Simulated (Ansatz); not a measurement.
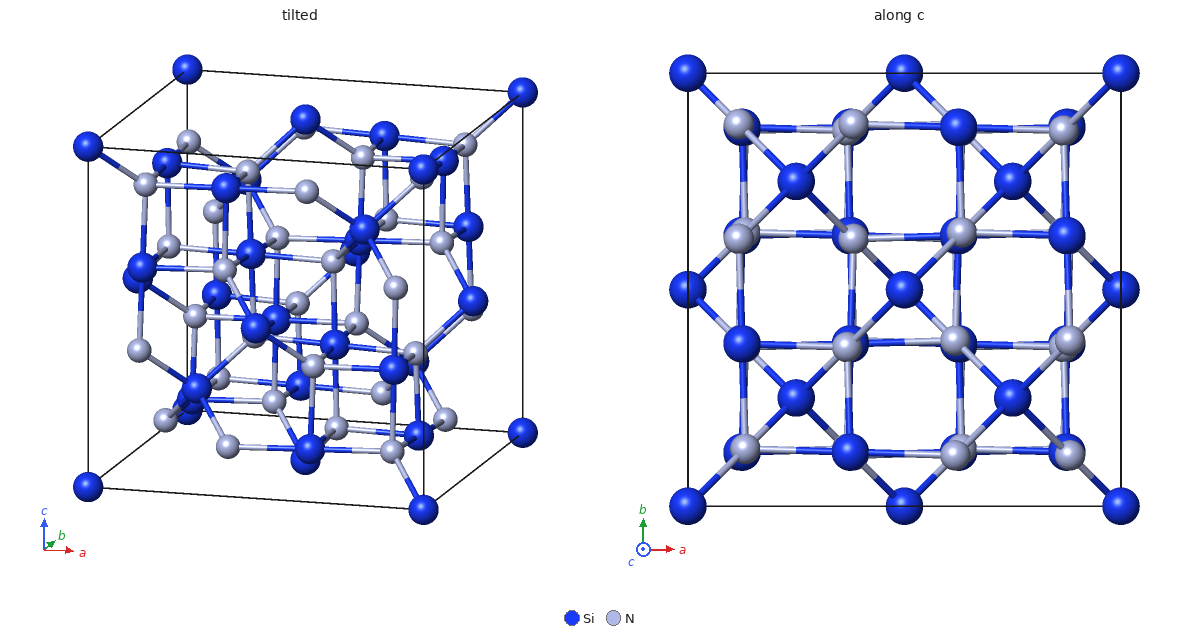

This ball-and-stick model is shown slightly off an axis and along the c axis. One conventional unit cell is outlined, and atoms on its boundary appear in each equivalent place.

Si3N4, space group Fd-3m (No. 227), a = 7.789 Å, b = 7.789 Å, c = 7.789 Å, α = 90.00°, β = 90.00°, γ = 90.00°. The model was built from a structure listed in the Materials Project. Earlier steps of the study, as a rule a relaxation of our own, may have changed the cell and positions, so they can lie some per cent off the listed ones. It was the input of a calculation with Ansatz.

This one geometry was computed with Ansatz (DFT, plane waves, PAW) at three levels of theory: PBE, PBEsol and r2SCAN.

Question: Which level gives the highest pressure at this volume, and what does that say about its equilibrium volume?

Answer: Highest: PBE (0.0 GPa), which points to the largest equilibrium volume. Lowest, with the smallest volume: r2SCAN (-7.1 GPa). Levels within 0.5 GPa of each other can't be told apart.

Question: How does the band gap change with the level of theory?

Answer: PBEsol: a gap of 3.22 eV, indirect; PBE: a gap of 3.34 eV, indirect; r2SCAN: a gap of 3.93 eV, indirect.

Question: Collect the results in a table.

Answer:
| level | cutoff (eV) | k-mesh of the run's cell | gap (eV) | pressure (GPa) |
| --- | --- | --- | --- | --- |
| PBE | 420 | 6×6×6 | 3.34 | 0.0 |
| PBEsol | 420 | 6×6×6 | 3.22 | -5.3 |
| r2SCAN | 500 | 6×6×6 | 3.93 | -7.1 |

Gaps are taken on the k-mesh or band path of each run.
